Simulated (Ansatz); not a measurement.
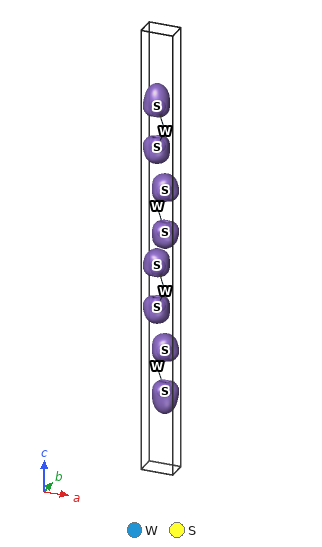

Figure 1: WS2. Isosurface of the electron localisation function at 0.75 (purple), seen slightly off an axis. Only the valence region is drawn (cores and ρ < 0.01 e/Å³ removed). Sticks mark near contacts.

Space group P-3m1; a structure from a database of computed crystals, not necessarily the ambient phase.

The calculation used Ansatz 0.2.0, Kohn-Sham DFT of a periodic cell, LDA, Ansatz PAW.

Core electrons are frozen (PAW), and the valence fields are smoothed inside the atomic spheres.

Input

```
crystal:
  lattice:
    - [3.1831225544, 0.0, 0.0]
    - [-1.5915612772, 2.7566649955, 0.0]
    - [0.0, 0.0, 35.1805582101]
  atoms:
    - { symbol: W, position: [0.3333333333, 0.6666666667, 0.59231661] }
    - { symbol: W, position: [0.3333333333, 0.6666666667, 0.2234] }
    - { symbol: W, position: [0.6666666667, 0.3333333333, 0.7766] }
    - { symbol: W, position: [0.6666666667, 0.3333333333, 0.40768339] }
    - { symbol: S, position: [0.3333333333, 0.6666666667, 0.82114964] }
    - { symbol: S, position: [0.3333333333, 0.6666666667, 0.45202369] }
    - { symbol: S, position: [0.6666666667, 0.3333333333, 0.63662107] }
    - { symbol: S, position: [0.6666666667, 0.3333333333, 0.26774184] }
    - { symbol: S, position: [0.3333333333, 0.6666666667, 0.73225816] }
    - { symbol: S, position: [0.3333333333, 0.6666666667, 0.36337893] }
    - { symbol: S, position: [0.6666666667, 0.3333333333, 0.54797631] }
    - { symbol: S, position: [0.6666666667, 0.3333333333, 0.17885036] }
hamiltonian:
  xc: lda
  pseudopotentials: { kind: paw }
kpoints:
  mp_grid: { grid: [10, 10, 1] }
scf:
  occupations: { method: fermi_dirac, width: 0.05 }
output:
  forces: true
  stress: true
  eigenvalues: true
  write_density: true
  write_potential: true
  elf: true
  volumetric_format: npy
relax:
  f_tol: 0.01
  max_steps: 40
  cell: { stress_tol: 0.05 }
```

Launched as:

```sh
ansatz run input.yaml --threads 4 --pin off --max-ram 11264MiB --backend cpu --events-out ev --progress --plain --runs-dir out
```

Below, planes, directions and counts refer to the conventional cell (a = 3.13 Å, b = 3.13 Å, c = 33.35 Å, α = 90.00°, β = 90.00°, γ = 120.00°).

The fields are those of the run's last geometry, not of the input's.

Question: Describe the localisation domains.

Answer: At this value the surface marks out eight regions wrapped around S (the valence shell of each), counted in one cell of 12 atoms. Any copies at cell faces, edges or corners count once.

Values along the shortest contacts:
W–S (2.39 Å): the ELF peaks at about 0.85 in the valence shell of S, 0.8 Å from its nucleus, and is about 0.50 at the midpoint.

Question: Metal or insulator at this level of theory?

Answer: It is gapped, with a Kohn–Sham gap of 1.1 eV on the k-point mesh (the band edges may lie off the mesh, which would make the gap smaller).
